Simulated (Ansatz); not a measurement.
```cif
data_structure
_symmetry_space_group_name_H-M 'P 1'
_symmetry_Int_Tables_number 1
_cell_length_a 3.7324
_cell_length_b 3.7324
_cell_length_c 3.7324
_cell_angle_alpha 90.000
_cell_angle_beta 90.000
_cell_angle_gamma 90.000
_cell_volume 52.00
loop_
_atom_site_label
_atom_site_type_symbol
_atom_site_fract_x
_atom_site_fract_y
_atom_site_fract_z
_atom_site_occupancy
Ti1 Ti 0.00000 0.00000 0.00000 1
Al1 Al 0.50000 0.50000 0.00000 1
Al2 Al 0.50000 0.00000 0.50000 1
Al3 Al 0.00000 0.50000 0.50000 1
```

Space group Pm-3m; a structure from a database of computed crystals, not necessarily the ambient phase; computed pressure about 22 GPa in this cell; computed without spin polarisation.

Theory: DFT LDA, scalar-relativistic, plane waves, PAW in Ansatz.

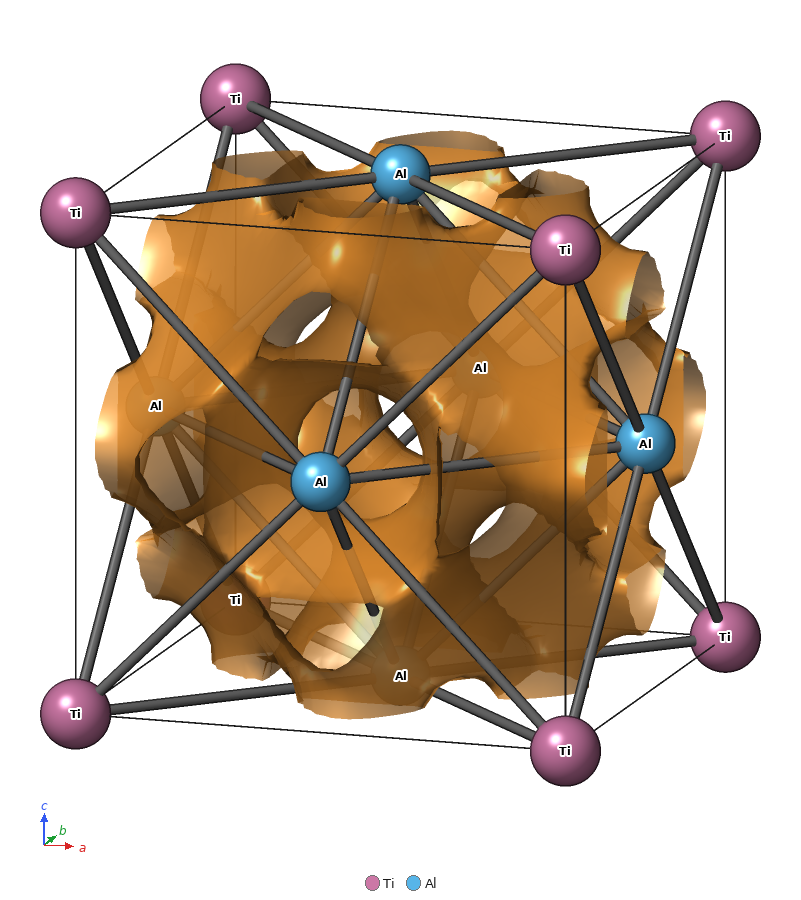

TiAl3. Isosurface of the electron localisation function at 0.55 (orange), seen slightly off an axis. Core shells and regions of very low density are left out. Sticks mark near contacts.

In a PAW calculation such maps are meaningful between the atoms, not at the nuclei.

Identify the bonds, lone pairs and shells in this picture.

Answer. The ELF exceeds this value in one network that runs through the whole crystal, counted in one cell of 4 atoms. Regions shared between cells count once. Profiles from the grid: Ti–Al (2.64 Å): the ELF is about 0.30 at the midpoint. Al–Al (2.64 Å): the ELF peaks at about 0.70 between the atoms.
